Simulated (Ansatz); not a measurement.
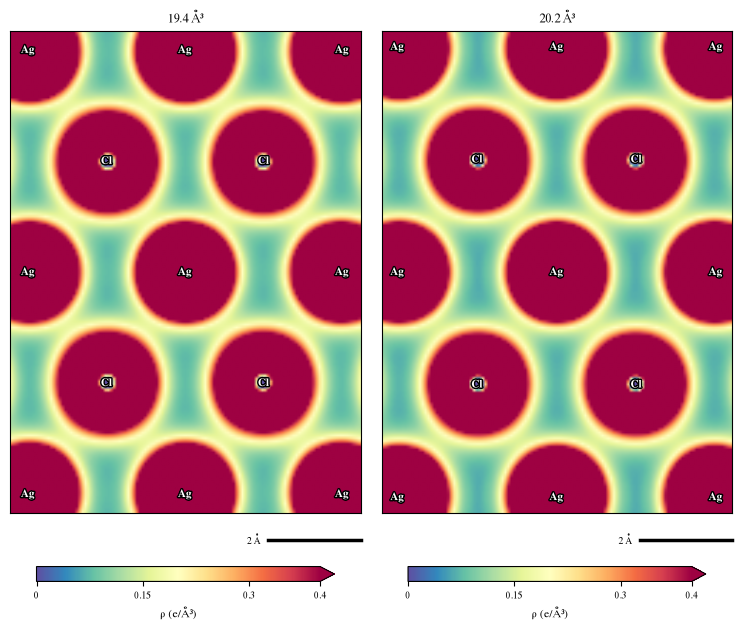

AgCl. The valence electron density of cells scaled evenly to different volumes (given per atom above each panel), on the (011̄) plane of each (indices in the axes of the cell below), at one length scale and on one colour scale.

A structure from a database of computed crystals, not necessarily the ambient phase.

Method: Ansatz, DFT, PBEsol, PAW with Ansatz's default frozen-core files, scalar-relativistic.

In a PAW calculation such maps are meaningful between the atoms, not at the nuclei.

The largest cell:

```yaml
crystal:
  lattice:
    - [3.43397, 0.00000, 0.00000]
    - [0.00000, 3.43397, 0.00000]
    - [0.00000, 0.00000, 3.43397]
  atoms:
    - { symbol: Ag, position: [0.00000, 0.00000, 0.00000] }
    - { symbol: Cl, position: [0.50000, 0.50000, 0.50000] }
```

| volume (Å³/atom) | Ag–Cl contact in the plane (Å) | ρ at its midpoint (e/Å³) | pressure (GPa) | gap on the mesh (eV) | 
| --- | --- | --- | --- | --- |
| 19.44 | 2.934 | 0.169 | −2.8 | 0.46 | 
| 19.84 | 2.954 | ? | ? | ? | 
| 20.25 | 2.974 | 0.156 | −4.6 | 0.44 | 

What values belong in the row with question marks?

Answer. Over the known rows ln ρ falls by 2.00 per Å of Ag–Cl distance (the line through the two), which gives 0.162 e/Å³ at 2.954 Å; the calculation gives 0.163 e/Å³. For the pressure, a straight line in volume between the neighbouring rows gives −3.7 GPa; the calculation gives −3.8. For the gap on the mesh, a straight line in volume between the neighbouring rows gives 0.45 eV; the calculation gives 0.45.
